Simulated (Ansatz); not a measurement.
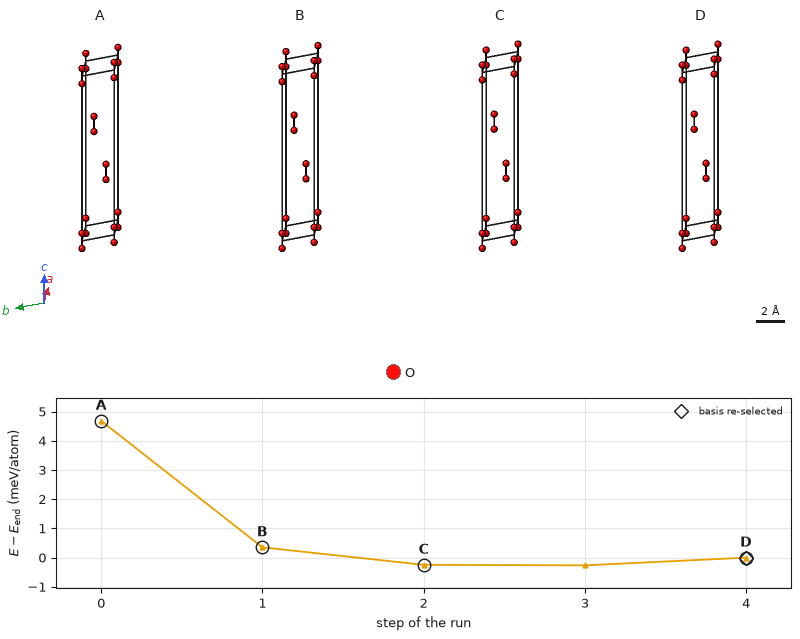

Frames of a relaxation of solid O (set up in R-3m), marked on the history of the run. The picture is a ball-and-stick view of the conventional cell (3 times the calculation's cell), seen from a free direction. Lengths and directions refer to the drawn axes.

Case: volume × 1.10, shape and atoms relaxed.

Method: DFT PBE+D3(BJ), scalar-relativistic, plane waves, PAW (Ansatz 0.2.0).

Input file:
```yaml
crystal:
  lattice:
    - [1.274476098, 0.7358191182, 4.4126084251]
    - [-1.274476098, 0.7358191182, 4.4126084251]
    - [0.0, -1.4716382365, 4.4126084251]
  atoms:
    - { symbol: O, position: [0.0463916349, 0.0463916349, 0.0463916349] }
    - { symbol: O, position: [0.9536083651, 0.9536083651, 0.9536083651] }
basis:
  ecutwfc: 420
kpoints:
  mp_grid: { grid: [21, 21, 21] }
hamiltonian:
  xc: pbe
  dispersion: d3bj
scf:
  occupations: { method: gaussian, width: 0.1 }
output:
  forces: true
  stress: true
  eigenvalues: true
relax:
  adjacent_minimum: "off"
  f_tol: 0.01
  max_steps: 30
  cell: { stress_tol: 0.1, fix: [volume] }
```

Command:
```bash
ansatz run input.yaml --threads 1 --pin off --max-ram 2560MiB --backend cpu --events-out ev --progress --plain --runs-dir out
```

Q: What happens along the run?

A: The energy falls by 4.7 meV per atom in 3 accepted moves (4 points after the start). Largest force component: 0.98 eV/Å at the start, under 0.0001 eV/Å at the end. Pressure: −3.92 GPa at the start and −0.66 GPa at the end. At 1 point the geometry stayed and the basis and grid were re-selected for the new cell (energy shift of 0.3 meV per atom at most each time). The largest moves relative to the cell, 0.020 Å, are those of O1 and O2. O2 goes along +c. The drawn cell changes at constant volume: a = b 2.549 → 2.523 Å (−1.0 %), c 13.238 → 13.511 Å (+2.1 %). Some distances before and after: O1–O2 1.228 → 1.213 Å. The space group stays R-3m (No. 166). From step 0 to 1: energy −4.3 meV per atom. From step 1 to 2: energy −0.6 meV per atom. From step 2 to 4: energy +0.2 meV per atom.

| step | E − E(0), meV/atom | largest force component, eV/Å | pressure, GPa | note |
| --- | --- | --- | --- | --- |
| 0 | 0.00 | 0.9778 | -3.92 |  |
| 1 | -4.33 | 0.3177 | -1.79 |  |
| 2 | -4.93 | 0.0622 | -0.45 |  |
| 3 | -4.95 | 0.0020 | -0.64 |  |
| 4 | -4.68 | 0.0000 | -0.66 | same geometry, new basis |
